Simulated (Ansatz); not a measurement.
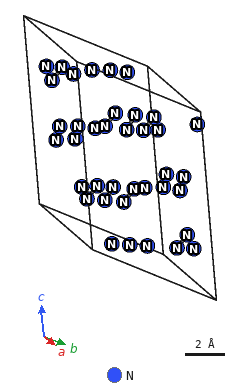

This is the input geometry for a relaxation of a defect cell of composition N (cell charge −2). A ball-and-stick model of the cell of the calculation, seen slightly off an axis.

Case: N vacancy (site f), charge -2, atoms relaxed at the host's cell.

Method: DFT PBE+D3(BJ), scalar-relativistic, plane waves, PAW (Ansatz 0.2.0).

Input file:
```yaml
crystal:
  lattice:
    - [0.0, -8.1886406043, 5.3249595272]
    - [0.0, 8.1886406043, 5.3249595272]
    - [-8.1886406043, 0.0, -5.3249595272]
  atoms:
    - { symbol: "N", position: [0.801713586, 0.247651055, 0.0493646409] }
    - { symbol: "N", position: [0.3020422984, 0.7488208397, 0.050863138] }
    - { symbol: "N", position: [0.5502300295, 0.5, 0.0502300295] }
    - { symbol: "N", position: [0.3020422984, 0.2511791603, 0.5532214587] }
    - { symbol: "N", position: [0.5443440991, 0.0, 0.5443440991] }
    - { symbol: "N", position: [0.0473181151, 0.5, 0.5473181151] }
    - { symbol: "N", position: [0.801713586, 0.752348945, 0.554062531] }
    - { symbol: "N", position: [0.4931057858, 0.1981894523, 0.1996797529] }
    - { symbol: "N", position: [0.2516782888, 0.4463186494, 0.2001174372] }
    - { symbol: "N", position: [0.7537987878, 0.9484391484, 0.2001174372] }
    - { symbol: "N", position: [0.0014903006, 0.7065739671, 0.1996797529] }
    - { symbol: "N", position: [0.7583429322, 0.4690675811, 0.7051028612] }
    - { symbol: "N", position: [-0.0042024835, 0.1935599944, 0.7068750121] }
    - { symbol: "N", position: [0.5133150176, 0.7110774956, 0.7068750121] }
    - { symbol: "N", position: [0.2360352802, 0.946759929, 0.7051028612] }
    - { symbol: "N", position: [0.4490043444, 0.0, 0.4490043444] }
    - { symbol: "N", position: [0.2070778794, 0.2583395158, 0.4654173952] }
    - { symbol: "N", position: [0.7062622638, 0.7571485149, 0.4634107787] }
    - { symbol: "N", position: [0.9520915249, 0.5, 0.4520915249] }
    - { symbol: "N", position: [0.7062622638, 0.2428514851, 0.949113749] }
    - { symbol: "N", position: [0.9131594362, 0.0, 0.9131594362], spin: 1.0 }
    - { symbol: "N", position: [0.4549683263, 0.5, 0.9549683263] }
    - { symbol: "N", position: [0.2070778794, 0.7416604842, 0.9487383636] }
    - { symbol: "N", position: [0.4931057858, 0.2934260329, 0.2949163335] }
    - { symbol: "N", position: [0.2360352802, 0.5309324189, 0.2892753511] }
    - { symbol: "N", position: [0.7583429322, 0.053240071, 0.2892753511] }
    - { symbol: "N", position: [0.0014903006, 0.8018105477, 0.2949163335] }
    - { symbol: "N", position: [0.7537987878, 0.5536813506, 0.8053596394] }
    - { symbol: "N", position: [-0.0042024835, 0.2889225044, 0.802237522] }
    - { symbol: "N", position: [0.5133150176, 0.8064400056, 0.802237522] }
    - { symbol: "N", position: [0.2516782888, 0.0515608516, 0.8053596394] }
  host:
    lattice:
      - [4.0943203022, 0.0, 0.0]
      - [0.0, 4.0943203022, 0.0]
      - [0.0, 0.0, 5.3249595272]
    atoms:
      - { symbol: "N", position: [0.9048714992, 0.9048714992, 0.0] }
      - { symbol: "N", position: [0.5951285008, 0.4048714992, 0.5] }
      - { symbol: "N", position: [0.0951285008, 0.0951285008, 0.0] }
      - { symbol: "N", position: [0.4048714992, 0.5951285008, 0.5] }
total_charge: -2
basis:
  ecutwfc: 420
  xc_grid: 2
kpoints:
  mp_grid: { grid: [2, 2, 2], shift: [0.5, 0.5, 0.5] }
hamiltonian:
  xc: pbe
  dispersion: d3bj
scf:
  occupations: { method: gaussian, width: 0.01 }
output:
  forces: true
  stress: false
  eigenvalues: true
  populations: true
  charged_corrections:
    defect_position: [0.04756425, 0.0, 0.04756425]
    epsilon: [[1.6577, 0.0, 0.0], [0.0, 1.6577, 0.0], [0.0, 0.0, 1.5184]]
magnetization:
  spin_polarized: true
relax:
  adjacent_minimum: "off"
  f_tol: 0.025
  max_steps: 45
```

Launched with:
```bash
ansatz run input.yaml --threads 4 --pin off --max-ram 6144MiB --backend cpu --events-out ev --progress --plain --runs-dir out
```

> What does the optimiser find from here?

After 6 accepted moves (9 points after the start) the energy has fallen by 29.0 meV per cell of the calculation. Largest force component: 0.63 eV/Å at the start, 0.022 eV/Å at the end. The line search rejected the trial steps at points 1, 3, 8 of the run. The largest moves, 0.094 Å, are those of N9, N10, N28 and N31. N28 goes roughly along [−2 −3 −1]. The cell stays as it was. Near-neighbour distances that change, for instance: N10–N26 1.104 → 1.108 Å. The run took 4.2 min on 4 threads of Arm Neoverse V2, on a shared host, peak memory 1.9 GiB.

The end point in the same view:

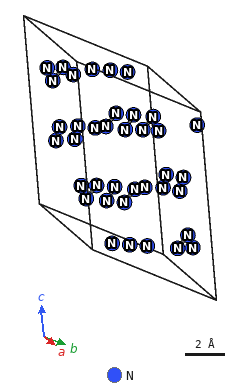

Limits of the set-up: the cell is charged, on a uniform background, and energies carry no finite-size correction.
